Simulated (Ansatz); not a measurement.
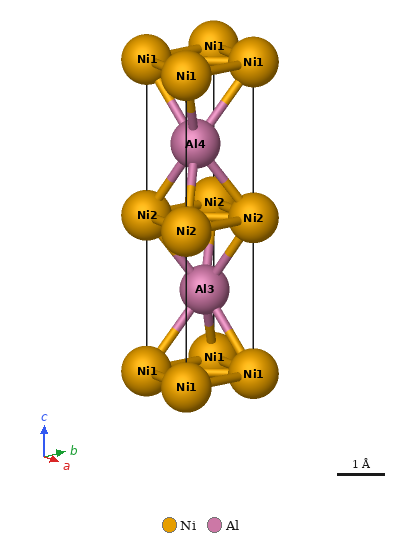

**Figure 1.** The structure as given in the input (ball-and-stick view of the cell of the calculation, seen slightly off an axis; atoms are numbered from 1 in the order of the input).

# What a change does: band-structure calculation on AlNi

System: AlNi (P6₃/mmc, 4 atoms in the cell).
Method of run 1: DFT, PBE, all-electron LAPW, scalar-relativistic, no spin polarisation (Ansatz 0.2.0).

Text and figures count atoms from 1; the logs count them from 0 in places.

Input, run 1:
```yaml
crystal:
  lattice:
    - [2.3123166373, 0.0, 0.0]
    - [-1.1561583187, 2.0025249495, 0.0]
    - [0.0, 0.0, 6.758330696]
  atoms:
    - { symbol: Ni, position: [0.0, 0.0, 0.0] }
    - { symbol: Ni, position: [0.0, 0.0, 0.5] }
    - { symbol: Al, position: [0.3333333333, 0.6666666667, 0.25] }
    - { symbol: Al, position: [0.6666666667, 0.3333333333, 0.75] }
kpoints:
  mp_grid: { grid: [11, 11, 7] }
  band_path:
    path:
      - [0.0, 0.0, 0.0]
      - [0.5, 0.0, 0.0]
      - [0.3333333333, 0.3333333333, 0.0]
      - [0.0, 0.0, 0.0]
      - [0.0, 0.0, 0.5]
      - [0.5, 0.0, 0.5]
      - [0.3333333333, 0.3333333333, 0.5]
      - [0.0, 0.0, 0.5]
      - [0.5, 0.0, 0.5]
    npoints: 8
scf:
  occupations: { method: fermi_dirac, width: 0.1 }
hamiltonian:
  xc: pbe
  pseudopotentials: { kind: all_electron, lapw: { basis_error: 0.001 } }
output:
  forces: true
  stress: true
  eigenvalues: true
  populations: true
  dos: { projected: true, de: 0.2, e_range: [-14, 8] }
```

Command:
```bash
ansatz run input.yaml --threads 1 --pin off --max-ram 3072MiB --backend cpu --events-out ev --progress --plain --runs-dir out
```

Hardware: 1 thread of AMD EPYC (Zen 3), 64 GiB of memory available, shared host.

Output, shortened to warnings, some set-up lines, iterations and results (run 1):
```
Basis set: ecut = 368.4669553461112 eV, 525 PW (Γ), exchange–correlation at level 2
Symmetry: 24 space group operations
k-points: 64 of 847
Initial density: superposition of atomic densities (chi_scale 0.1, normalization cell, long waves kept (reshape's long-wave potential 0.00 eV rms))
[...]
SCF iter   1: F=—  HF=-95975.497800 eV  |F-HF|=—  |Δ(HF+E_count)|=         —  Δρ=4.06e-2  dr2=6.66e-1  ethr=1.15e-3  ⟨swp⟩=2.2  Hψ=15507  notcnv=0
SCF iter   2: F=—  HF=-95975.280313 eV  |F-HF|=—  |Δ(HF+E_count)|=   2.17e-1  Δρ=2.55e-2  dr2=2.40e-1  ethr=1.15e-3  ⟨swp⟩=2.0  Hψ=6582  notcnv=0
SCF iter   3: F=—  HF=-95975.216461 eV  |F-HF|=—  |Δ(HF+E_count)|=   6.39e-2  Δρ=9.72e-3  dr2=4.39e-2  ethr=4.14e-4  ⟨swp⟩=2.0  Hψ=6590  notcnv=0
SCF iter   4: F=—  HF=-95975.188168 eV  |F-HF|=—  |Δ(HF+E_count)|=   2.83e-2  Δρ=7.31e-3  dr2=2.50e-2  ethr=7.57e-5  ⟨swp⟩=2.9  Hψ=6648  notcnv=0
SCF iter   5: F=—  HF=-95975.168705 eV  |F-HF|=—  |Δ(HF+E_count)|=   1.95e-2  Δρ=2.81e-3  dr2=2.79e-3  ethr=4.32e-5  ⟨swp⟩=2.0  Hψ=6242  notcnv=0
SCF iter   6: F=—  HF=-95975.165443 eV  |F-HF|=—  |Δ(HF+E_count)|=         —  Δρ=6.83e-4  dr2=1.72e-4  ethr=2.96e-7  ⟨swp⟩=2.0  Hψ=10818  notcnv=0
SCF iter   7: F=—  HF=-95975.165206 eV  |F-HF|=—  |Δ(HF+E_count)|=   2.36e-4  Δρ=1.11e-4  dr2=2.76e-6  ethr=2.96e-7  ⟨swp⟩=2.0  Hψ=6241  notcnv=0
SCF iter   8: F=—  HF=-95975.165203 eV  |F-HF|=—  |Δ(HF+E_count)|=   3.41e-6  Δρ=1.74e-5  dr2=1.22e-7  ethr=4.76e-9  ⟨swp⟩=2.0  Hψ=6242  notcnv=0
SCF iter   9: F=-95975.165203 eV  HF=-95975.165203 eV  |F-HF|=2.82e-9  |Δ(HF+E_count)|=   4.15e-8  Δρ=1.28e-6  dr2=8.13e-10  ethr=2.10e-10  ⟨swp⟩=2.0  Hψ=6244  notcnv=0
SCF 1 converged in 9 iterations: F = -95975.165203 eV  dr2 = 8.13e-10
NSCF: frozen V_eff on 65 k-points
SCF converged after 9 iterations
Free energy (F): -95975.165203 eV
Harris-Foulkes:  -95975.165203 eV  (|F-HF|=2.82e-9)
Internal energy: -95975.124525 eV  (E = F + TS)
E sigma→0 (E₀):  -95975.144864 eV
Entropy (-TS):   -0.040678 eV (-10.170 meV/atom)
Fermi energy:    24.813607 eV
--- Per-component energies (eV) ---
  E_band       = -1052.619925
  E_kinetic    = 97437.903010
  E_xc         = -4500.608982
  E_electrostatic = -188912.418553  (all electrons and nuclei)
  E_smearing   = -0.040678  (= −TS)
  E_closure    = 0.000000  (closes the sum)
  E_atoms      = -95959.077654  (free atoms, spherical and without spin; not in F)
  Σ components = -95975.165203   (vs F -95975.165203, Δ=0.00e0)
  Basis errors (estimates in eV, not in F): energy 2.7e-4 per atom: plane waves 2.3e-4 (1.2e-4 summed), levels above the bands 3.3e-34, relativity 7.7e-9, radial functions 3.8e-5, core shells 2.1e-9; eigenvalues (radial functions only) 1.8e-6; not estimated: angular momenta, meshes, grids; target …
--- Forces (eV/Å), atoms counted from 1 ---
  atom   1  Ni     0.00000000     0.00000000     0.00000000
  atom   2  Ni     0.00000000     0.00000000     0.00000000
  atom   3  Al    -0.00000000    -0.00000000     0.00000000
  atom   4  Al     0.00000000     0.00000000     0.00000000
  max |Σ_I F_I| component: 2.31e-18 eV/Å
--- Stress (GPa, compression-positive) ---
      191.012224      -0.000000       0.000000
        0.000000     191.012224       0.000000
        0.000000       0.000000     191.074490
  P = ⅓ Tr σ = 191.0330 GPa (1910.330 kbar)
--- Löwdin populations: 4 sites ---
  site symbol       q [e]
     0     Ni     27.4790
     1     Ni     27.4790
     2     Al     13.3343
     3     Al     13.3343
  spilling = 0.004553 (of n_electrons = 82.000000)
```

The input of run 2 differs as follows (lines with − go, lines with + come):
```diff
-  pseudopotentials: { kind: all_electron, lapw: { basis_error: 0.001 } }
+  pseudopotentials: { kind: paw }
+  write_density: true
+  write_potential: true
+  elf: true
+  volumetric_format: npy
```

Predict how the results change.

The total energies belong to different models, so their difference says nothing on which is more stable or more accurate. The pressure goes from 191.03 to 191.82 GPa. The SCF takes 7 iterations against 9. The plane waves at Γ go from 525 to 599. On the same kind of shared host run 2 took about 0.094 times as long. The two runs start from different initial densities, which also moves the count.

Output, shortened to warnings, some set-up lines, iterations and results (run 2):
```
Basis set: ecut = 420 eV, 599 PW (Γ), exchange–correlation on 32×32×96 points (8 copies of the dense FFT grid, shifted against one another)
Symmetry: 24 space group operations
k-points: 64 of 847
Initial density: superposition of atomic densities (neutral atoms: chi_scale 0, normalization atom), corrected by the library's trained network
[...]
SCF iter   1: F=—  HF=-12748.871207 eV  |F-HF|=—  |Δ(HF+E_count)|=         —  Δρ=3.64e-2  dr2=3.69e-1  ethr=1.77e-3  ⟨swp⟩=7.3  Hψ=8423  notcnv=0
SCF iter   2: F=—  HF=-12748.834306 eV  |F-HF|=—  |Δ(HF+E_count)|=   3.69e-2  Δρ=2.12e-2  dr2=1.59e-1  ethr=8.78e-4  ⟨swp⟩=2.0  Hψ=2450  notcnv=0  defer=3
SCF iter   3: F=—  HF=-12748.803456 eV  |F-HF|=—  |Δ(HF+E_count)|=   3.09e-2  Δρ=6.68e-3  dr2=7.19e-3  ethr=3.79e-4  ⟨swp⟩=2.3  Hψ=2683  notcnv=0  defer=3
SCF iter   4: F=—  HF=-12748.801640 eV  |F-HF|=—  |Δ(HF+E_count)|=   1.82e-3  Δρ=1.24e-3  dr2=1.54e-4  ethr=1.71e-5  ⟨swp⟩=2.2  Hψ=2910  notcnv=0  defer=2
SCF iter   5: F=—  HF=-12748.801644 eV  |F-HF|=—  |Δ(HF+E_count)|=   4.48e-6  Δρ=2.89e-4  dr2=1.10e-5  ethr=3.67e-7  ⟨swp⟩=2.1  Hψ=2874  notcnv=0  defer=2
SCF iter   6: F=—  HF=-12748.801483 eV  |F-HF|=—  |Δ(HF+E_count)|=   1.62e-4  Δρ=2.87e-5  dr2=1.10e-7  ethr=2.63e-8  ⟨swp⟩=2.1  Hψ=2587  notcnv=0  defer=2
SCF iter   7: F=-12748.801483 eV  HF=-12748.801483 eV  |F-HF|=3.17e-9  |Δ(HF+E_count)|=   1.60e-8  Δρ=4.65e-6  dr2=4.07e-9  ethr=2.38e-10  ⟨swp⟩=10.7  Hψ=12941  notcnv=0
SCF 1 converged in 7 iterations: F = -12748.801483 eV  dr2 = 4.07e-9
NSCF: frozen V_eff on 65 k-points
SCF converged after 7 iterations
Free energy (F): -12748.801483 eV
Harris-Foulkes:  -12748.801483 eV  (|F-HF|=3.17e-9)
Internal energy: -12748.760856 eV  (E = F + TS)
E sigma→0 (E₀):  -12748.781169 eV
Entropy (-TS):   -0.040627 eV (-10.157 meV/atom)
Fermi energy:    22.808045 eV
--- Per-component energies (eV) ---
  E_band       = -358.102021
  E_kinetic    = 663.900034
  E_local      = -8159.922117  (includes V_loc(G=0)·N_el)
  E_nonlocal   = 1300.812339
  E_hartree    = 3601.100395
  E_xc         = -269.152015
  E_vxc        = -302.911226  (∫ρ·V_xc dr)
  E_paw        = -4199.187909  (= ΣΔE_a)
  E_vpaw       = -1062.175558  (= ΣTr[D̂ρ^β])
  E_aug_tail   = 0.000810  (compensation charges beyond the density's cutoff)
  E_ewald      = -5686.312393
  E_smearing   = -0.040627  (= −TS)
  E_closure    = 0.000000  (closes the sum)
  Σ components = -12748.801483   (vs F -12748.801483, Δ=0.00e0)
--- Forces (eV/Å), atoms counted from 1 ---
  atom   1  Ni     0.00000000    -0.00000000     0.00000000
  atom   2  Ni     0.00000000    -0.00000000     0.00000000
  atom   3  Al     0.00000000    -0.00000000     0.00000000
  atom   4  Al    -0.00000000     0.00000000     0.00000000
  max |Σ_I F_I| component: 2.31e-18 eV/Å
--- Stress (GPa, compression-positive) ---
      191.760358      -0.000000       0.000000
        0.000000     191.760358       0.000000
        0.000000       0.000000     191.953523
  P = ⅓ Tr σ = 191.8247 GPa (1918.247 kbar)
--- Löwdin populations: 4 sites ---
  site symbol       q [e]
     0     Ni     17.5847
     1     Ni     17.5847
     2     Al      3.2238
     3     Al      3.2238
  spilling = 0.009117 (of n_electrons = 42.000000)
```

The two runs side by side:

```tsv
quantity	run 1	run 2
outcome	converged	converged
free energy per atom (eV)	−23993.7913	−3187.2004
energy per atom, smearing taken to zero (eV)	−23993.7862	−3187.1953
pressure (GPa)	191.03	191.82
largest force (eV/Å)	0.000	0.000
SCF iterations	9	7
irreducible k-points	64	64
plane waves at Γ	525	599
wall time (shared host)	64 s	6 s
```

For both runs: The run has no spin polarisation, so a magnetic state may lie lower. For run 1: The cell is under a pressure of 191 GPa at this level, so it is not at its equilibrium volume. For run 2: The cell is under a pressure of 192 GPa at this level, so it is not at its equilibrium volume.
